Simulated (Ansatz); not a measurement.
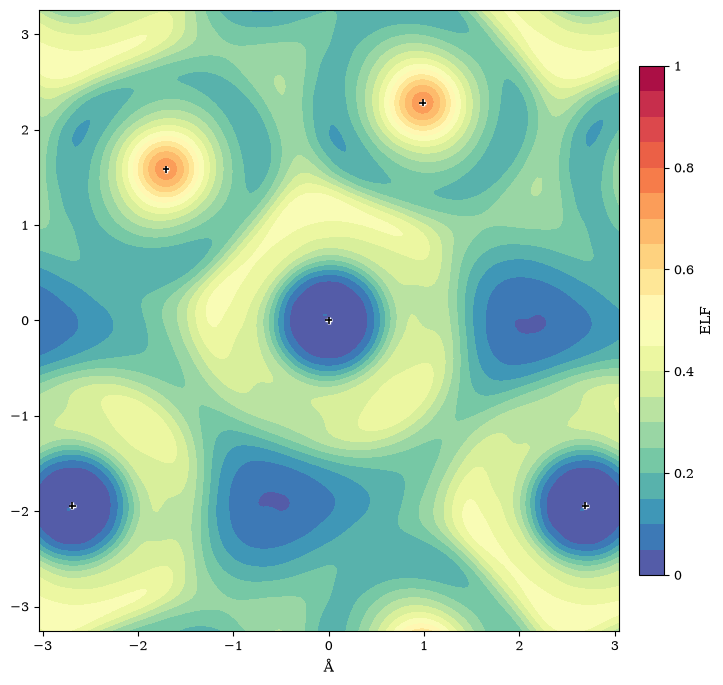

The ELF on a plane through atoms (crosses mark nuclei in the plane).

All numbers below come from Kohn-Sham DFT of a periodic cell, PBEsol, Ansatz PAW (Ansatz 0.2.0).

Candidates:
A. Ge, a = 2.77 Å, b = 4.89 Å, c = 2.65 Å, α = 90.00°, β = 90.00°, γ = 90.00°. Space group Cmmm; a structure from a database of computed crystals, not necessarily the ambient phase; computed pressure about 2 GPa in this cell.
B. NiGe, a = 5.38 Å, b = 3.43 Å, c = 5.81 Å, α = 90.00°, β = 90.00°, γ = 90.00°. Space group Pnma; computed pressure about −3 GPa in this cell.

**Which system is this?**

Candidate B: NiGe on the (010) plane of the conventional cell, which holds Ge and Ni. Ni–Ge (2.33 Å): the ELF is about 0.40 at the midpoint. Ni–Ge (2.49 Å): the ELF is about 0.40 at the midpoint.
